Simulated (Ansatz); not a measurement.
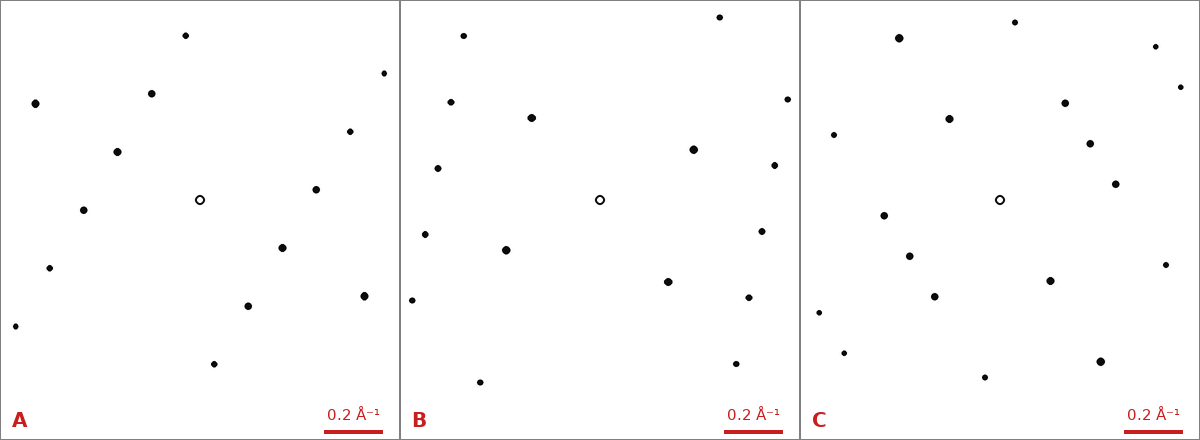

The patterns are kinematic simulations for 200 kV electrons (no multiple scattering; isotropic B = 0.5 Å²).

All three come from Lu, space group Pm-3n (No. 223), a = 5.997 Å. Structure: the end point of a relaxation with DFT, LDA (PW92), plane waves (420 eV) with PAW, scalar-relativistic in Ansatz; the starting structure was generated, so it need not be a known form of this composition.

```cif
data_structure
_symmetry_space_group_name_H-M 'Pm-3n'
_symmetry_Int_Tables_number 223
_cell_length_a 5.9966
_cell_length_b 5.9966
_cell_length_c 5.9966
_cell_angle_alpha 90.000
_cell_angle_beta 90.000
_cell_angle_gamma 90.000
_cell_volume 215.64
loop_
_atom_site_label
_atom_site_type_symbol
_atom_site_symmetry_multiplicity
_atom_site_Wyckoff_symbol
_atom_site_fract_x
_atom_site_fract_y
_atom_site_fract_z
_atom_site_occupancy
Lu1 Lu 2 a 0.00000 0.00000 0.00000 1
Lu2 Lu 6 c 0.25000 0.00000 0.50000 1
```

**Assign the zone axes [110], [210], [211] to A, B and C.**

A is [110]: rectangular net of 1 -1 0 (itself too weak to see) at d = 4.24 Å and 0 0 2 at d = 3.00 Å, at 90.0°. B is [211]: rectangular net of 0 1 -1 (itself too weak to see) at d = 4.24 Å and -1 1 1 (itself extinct) at d = 3.46 Å, at 90.0°. C is [210]: rectangular net of 0 0 1 (itself extinct) at d = 6.00 Å and 1 -2 0 at d = 2.68 Å, at 90.0°.
